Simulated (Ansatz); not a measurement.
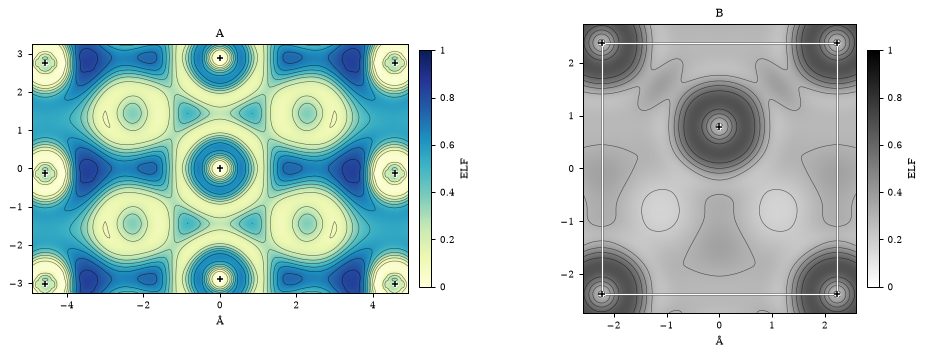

The electron localisation function of 2 systems, each on a plane through atoms (crosses mark nuclei in the plane).

Level of theory: Ansatz, DFT PBEsol, scalar-relativistic, plane waves, PAW.

System 1: Ti$_{3}$Al, the (011̄) plane of the conventional cell. Space group Amm2; a structure from a database of computed crystals, not necessarily the ambient phase; changed on purpose from its base cell (all Al atoms moved -0.150 Å, as atom 4 along Cartesian [0 1 0]); not relaxed (largest force 0.4 eV/Å); computed without spin polarisation.

```
CELL_PARAMETERS angstrom
0.00000 0.00000 9.13935
2.89578 0.00000 0.00000
0.00000 5.01564 0.00000
ATOMIC_POSITIONS crystal
Ti 0.00000 0.50000 0.16667
Ti 0.00000 0.00000 0.66667
Ti 0.75118 0.00000 0.33333
Ti 0.75118 0.50000 0.83333
Ti 0.24882 0.00000 0.33333
Ti 0.24882 0.50000 0.83333
Al 0.50000 0.50000 0.13676
Al 0.50000 0.00000 0.63676
```

System 2: Ir, the (110) plane of the conventional cell. Space group P6₃/mmc; a structure from a database of computed crystals, not necessarily the ambient phase; computed pressure about −12 GPa in this cell; computed without spin polarisation.

```xyz
2
Lattice="2.7514 0.0000 0.0000 -1.3757 2.3828 0.0000 0.0000 0.0000 4.4623" Properties=species:S:1:pos:R:3 pbc="T T T"
Ir    1.3757    0.7942    3.3467
Ir    0.0000    1.5885    1.1156
```

Which map belongs to which system?

Answer. Panel A is system 1, Ti$_{3}$Al: the plane holds Ti and Al. Al–Al (2.90 Å): the ELF peaks at about 0.60 between the atoms. Panel B is system 2, Ir: the plane holds Ir. Ir–Ir (2.74 Å): the ELF is about 0.40 at the midpoint.
